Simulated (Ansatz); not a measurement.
HCl: several calculations on one system

### Relaxation

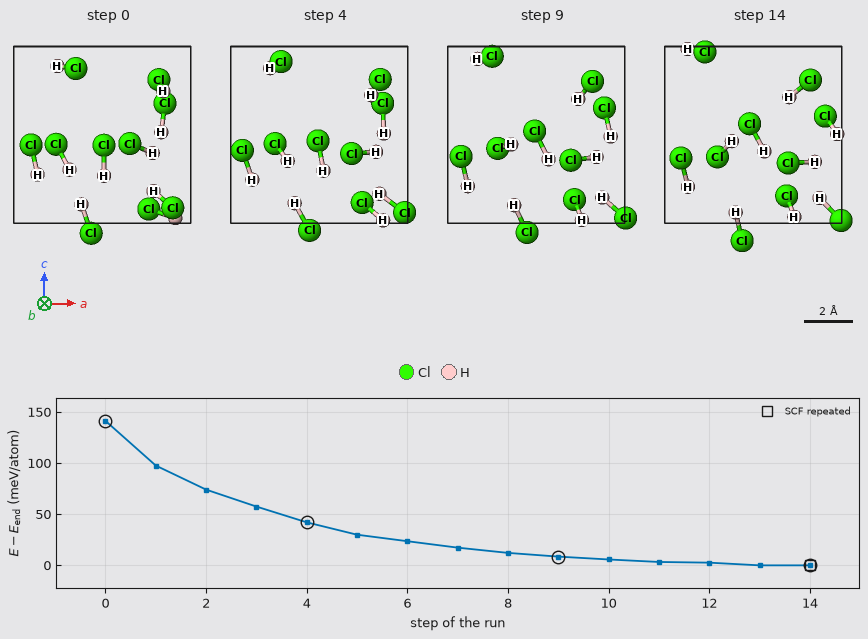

Frames of a relaxation of an amorphous cell of composition HCl, marked on the history of the run. A ball-and-stick model of the cell of the calculation, seen along the b axis.

The cell holds 10 HCl. The run prepares the start of a later molecular dynamics calculation, from a guessed geometry.

The calculation used DFT PBE, scalar-relativistic, plane waves, PAW in Ansatz. Settings: plane-wave cutoff 420 eV; k-point mesh 1 × 1 × 1; occupations fermi dirac; smearing width 0.05 eV; no spin polarisation; atoms relaxed in a fixed cell; force threshold 0.3 eV/Å; at most 15 steps.

Question: What happens along the run?

Answer: An H atom moves most: 1.42 Å along [−3 −1 0]. Largest moves by element: H 1.42 Å, Cl 1.23 Å. The cell doesn't change. Among the contacts that change: Cl–Cl 2.771 → 3.628 Å, Cl–Cl 2.779 → 3.352 Å, Cl–H 1.280 → 1.329 Å, Cl–H 1.280 → 1.301 Å. Over 13 accepted moves (14 points after the start) the energy falls by 141 meV per atom. The largest force component goes from 1.3 to 0.075 eV/Å. 1 step only repeated the SCF at the same geometry. The forces were under the threshold at step 11, but the run went on from there. The run took 54 s on 1 thread of Arm Neoverse N1 (shared host), peak memory 0.39 GiB. From step 0 to 4: a Cl atom moves most (0.68 Å), energy −99.3 meV per atom. From step 4 to 9: an H atom moves most (0.82 Å), energy −33.5 meV per atom. From step 9 to 14: an H atom moves most (0.70 Å), energy −8.5 meV per atom.

Limits of the set-up: the program's low-accuracy preset was used; the periodic images lie only 7.4 Å apart, so the values are limited by the cell's size.

### Dynamics

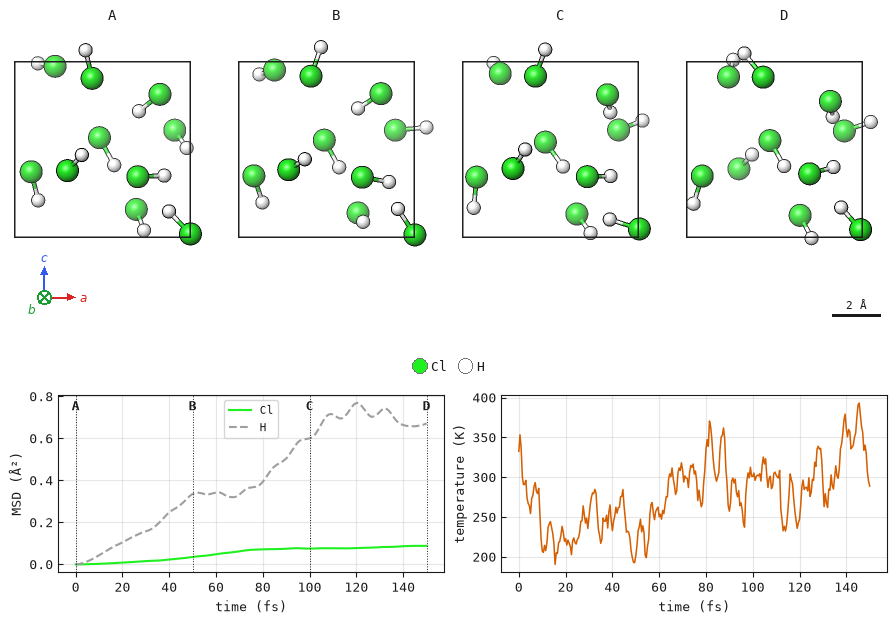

A Born-Oppenheimer molecular dynamics run of a periodic cell with 10 HCl at 1.484 g/cm³, 150 fs long. Frames (A at 0 fs, B at 50 fs, C at 100 fs, D at 150 fs) and the history of the run. Style: ball-and-stick. Shown: the simulation cell, along the b axis. Atoms that leave the cell re-enter on the other side.

All numbers below come from Ansatz, DFT PBE, scalar-relativistic, plane waves, PAW. Set-up: plane-wave cutoff 420 eV; k-point mesh 1 × 1 × 1; Fermi-Dirac smearing 0.05 eV; low-accuracy preset; Langevin thermostat (NVT); set temperature 350 K; time step 0.5 fs; friction 0.02 per fs.

The input:
```yaml
accuracy: low
crystal:
  lattice:
    - [7.41686, 0.0, 0.0]
    - [0.0, 7.41686, 0.0]
    - [0.0, 0.0, 7.41686]
  atoms:
    - { symbol: Cl, position: [0.29736308, 0.098673, 0.3752505] }
    - { symbol: H, position: [0.37898369, -0.02934967, 0.46441628] }
    - { symbol: Cl, position: [0.0905057, 0.54358387, 0.36877352] }
    - { symbol: H, position: [0.13023767, 0.60721746, 0.20607543] }
    - { symbol: Cl, position: [0.69783968, 0.29782534, 0.34052858] }
    - { symbol: H, position: [0.84847999, 0.39062998, 0.34694666] }
    - { symbol: Cl, position: [0.43723017, 0.24649981, -0.09920337] }
    - { symbol: H, position: [0.4004379, 0.18550285, 0.06060385] }
    - { symbol: Cl, position: [0.68925105, 0.78790837, 0.15439938] }
    - { symbol: H, position: [0.73274175, 0.66268509, 0.0350379] }
    - { symbol: Cl, position: [0.82377817, 0.50459192, 0.80973869] }
    - { symbol: H, position: [0.70405439, 0.5926834, 0.71349184] }
    - { symbol: Cl, position: [0.2266415, 0.7278007, 0.96938505] }
    - { symbol: H, position: [0.12863699, 0.87460685, 0.98616447] }
    - { symbol: Cl, position: [0.47936299, 0.69968415, 0.5627178] }
    - { symbol: H, position: [0.56318421, 0.6919272, 0.40630407] }
    - { symbol: Cl, position: [0.99734946, 0.14120995, 0.01485208] }
    - { symbol: H, position: [0.87538342, 0.14443383, 0.14267727] }
    - { symbol: Cl, position: [0.90794717, 0.94144397, 0.60562043] }
    - { symbol: H, position: [0.97572053, 0.81518875, 0.50433551] }
basis:
  ecutwfc: 420.0
kpoints:
  mp_grid: { grid: [1, 1, 1] }
hamiltonian:
  xc: pbe
scf:
  occupations: { method: fermi_dirac, width: 0.05 }
  lower_state_search: "off"
md:
  timestep: 0.5
  n_steps: 300
  ensemble: nvt_langevin
  temperature: 350.0
  initial_velocities: maxwell_boltzmann
  seed: 892925
  friction: 0.02
```

Command:
```bash
ansatz run input.yaml --threads 1 --pin off --max-ram 3072MiB --backend cpu --events-out ev --progress --plain --runs-dir out
```

**Describe the run.**

Root-mean-square distances from the starting positions over the second half, with the common drift of all atoms taken out: H 0.79 Å, Cl 0.28 Å. The heavy atoms stay within a fraction of a molecule's size of their starting places, while the hydrogen atoms travel further, as molecules turn; so short a run doesn't tell a liquid from a solid. The mean temperature in the second half is 304 K (standard deviation 35 K). The potential energy in the second half lies on average 28.9 meV per atom above the first frame.

Limits of the set-up: the program's low-accuracy preset was used; the periodic images lie only 7.4 Å apart, so the values are limited by the cell's size.

### Dynamics

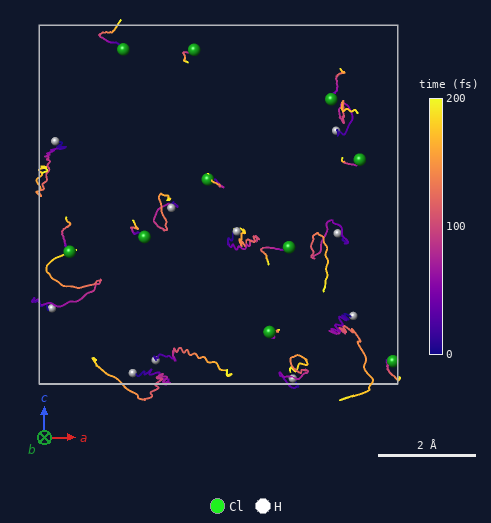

A Born-Oppenheimer molecular dynamics run of a periodic cell with 10 HCl at 1.484 g/cm³, 200 fs long. It starts from the last geometry of an earlier run, with fresh velocities. Lines trace each atom's path, coloured by time; spheres stand at the starting positions. Seen along the b axis in the simulation cell.

Computed with DFT PBE, scalar-relativistic, plane waves, PAW (Ansatz). Set-up: plane-wave cutoff 420 eV; k-point mesh 1 × 1 × 1; Fermi-Dirac smearing 0.05 eV; low-accuracy preset; Langevin thermostat (NVT); set temperature 350 K; time step 0.5 fs; friction 0.005 per fs.

Input
```yaml
accuracy: low
crystal:
  lattice:
    - [7.41686, 0.0, 0.0]
    - [0.0, 7.41686, 0.0]
    - [0.0, 0.0, 7.41686]
  atoms:
    - { symbol: Cl, position: [0.2938337, 0.07352755, 0.41002336] }
    - { symbol: H, position: [0.36870946, -0.07046305, 0.49107398] }
    - { symbol: Cl, position: [0.08499132, 0.52140529, 0.36883425] }
    - { symbol: H, position: [0.03582945, 0.57617299, 0.2112346] }
    - { symbol: Cl, position: [0.69676949, 0.27418881, 0.38151738] }
    - { symbol: H, position: [0.83233782, 0.37875261, 0.41999671] }
    - { symbol: Cl, position: [0.43216157, 0.25936231, -0.06821337] }
    - { symbol: H, position: [0.32497658, 0.30829465, 0.06658825] }
    - { symbol: Cl, position: [0.64239977, 0.77185931, 0.14493433] }
    - { symbol: H, position: [0.70748875, 0.66657889, 0.01524838] }
    - { symbol: Cl, position: [0.81459607, 0.54518616, 0.79403699] }
    - { symbol: H, position: [0.82815798, 0.71276301, 0.70612413] }
    - { symbol: Cl, position: [0.23488124, 0.72713284, 0.93304124] }
    - { symbol: H, position: [0.26128821, 0.88015902, 1.03055928] }
    - { symbol: Cl, position: [0.4702717, 0.69305225, 0.57051361] }
    - { symbol: H, position: [0.55133424, 0.62459266, 0.42548031] }
    - { symbol: Cl, position: [0.98686093, 0.15375069, 0.06355544] }
    - { symbol: H, position: [0.87601299, 0.14489987, 0.18975536] }
    - { symbol: Cl, position: [0.89410682, 0.93501747, 0.62566325] }
    - { symbol: H, position: [1.04492829, 0.88304813, 0.67684199] }
basis:
  ecutwfc: 420.0
kpoints:
  mp_grid: { grid: [1, 1, 1] }
hamiltonian:
  xc: pbe
scf:
  occupations: { method: fermi_dirac, width: 0.05 }
  lower_state_search: "off"
md:
  timestep: 0.5
  n_steps: 400
  ensemble: nvt_langevin
  temperature: 350.0
  initial_velocities: maxwell_boltzmann
  seed: 229722
  friction: 0.005
```

Launched with:
```bash
ansatz run input.yaml --threads 1 --pin off --max-ram 3072MiB --backend cpu --events-out ev --progress --plain --runs-dir out
```

What do the traces tell about the motion?

In the second half of the run the atoms are, in the root-mean-square, this far from where they began (common drift taken out): H 0.89 Å, Cl 0.45 Å. The heavy atoms stay within a fraction of a molecule's size of their starting places, while the hydrogen atoms travel further, as molecules turn; so short a run doesn't tell a liquid from a solid. The mean temperature in the second half is 307 K (standard deviation 48 K). The potential energy is still drifting at the end, so the run hasn't reached equilibrium. The potential energy in the second half lies on average 3.0 meV per atom above the first frame.

Limits of the set-up: the program's low-accuracy preset was used; the periodic images lie only 7.4 Å apart, so the values are limited by the cell's size.

The run took 17 min on 1 thread of Arm Neoverse N1 (shared host), peak memory 0.43 GiB.
